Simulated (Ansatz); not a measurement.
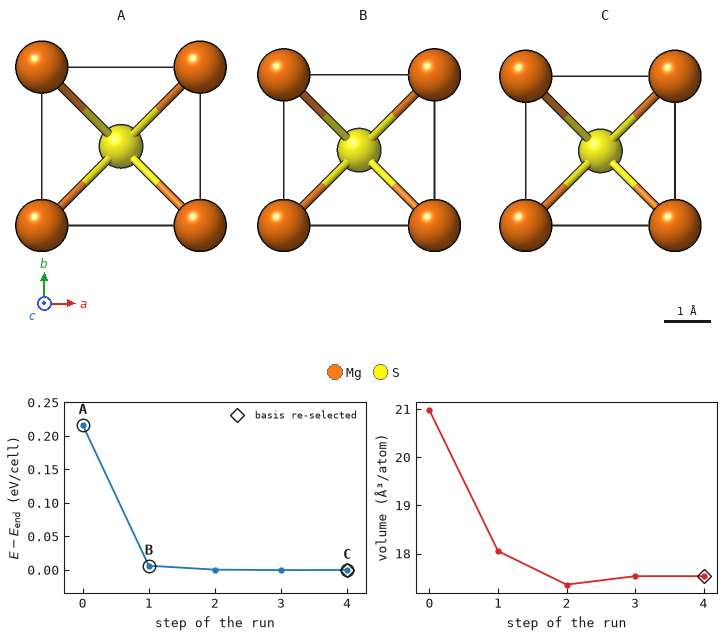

Frames of a relaxation of a crystal of MgS (a generated structure, set up in Pm-3m) (coarse preliminary run), marked on the history of the run. Style: ball-and-stick. Shown: the cell of the calculation, along the c axis.

These are results of Ansatz, DFT PBE, scalar-relativistic, plane waves, PAW, not measurements. (plane-wave cutoff 420 eV; k-point mesh 6 × 6 × 6; occupations gaussian; smearing width 0.1 eV; no spin polarisation; cell and atoms relaxed; force threshold 0.04 eV/Å; at most 70 steps)

Describe the path.

The atoms keep their places relative to the cell (all moves are under 0.005 Å). The volume changes by −16.4 %, with a = b = c 3.475 → 3.273 Å (−5.8 %). Among the contacts that change: Mg–S 3.009 → 2.834 Å. The space group stays Pm-3m (No. 221). The energy falls by 0.216 eV per cell of the calculation in 3 accepted moves (4 points after the start). All forces vanish by symmetry, so only the cell relaxes. Pressure: −8.61 GPa at the start and −0.02 GPa at the end. At 1 point the geometry stayed and the basis and grid were re-selected for the new cell (energy shift of 0.2 meV per cell of the calculation at most each time). The run took 8.9 s on 1 thread of Intel(R) Xeon(R) Processor @ 2.50GHz (Skylake/Cascade Lake), with other jobs on the host, peak memory 0.31 GiB. From step 0 to 1: volume −13.9 %, energy −0.210 eV per cell of the calculation. From step 1 to 4: volume −2.9 %, energy −6.3 meV per cell of the calculation.

```csv
step,"E − E(0), meV/atom","pressure, GPa","volume, Å³/atom",note
0,0.00,-8.61,20.972,
1,-105.06,-1.93,18.052,
2,-107.99,0.67,17.355,
3,-108.33,-0.03,17.531,
4,-108.23,-0.02,17.531,"same geometry, new basis"
```
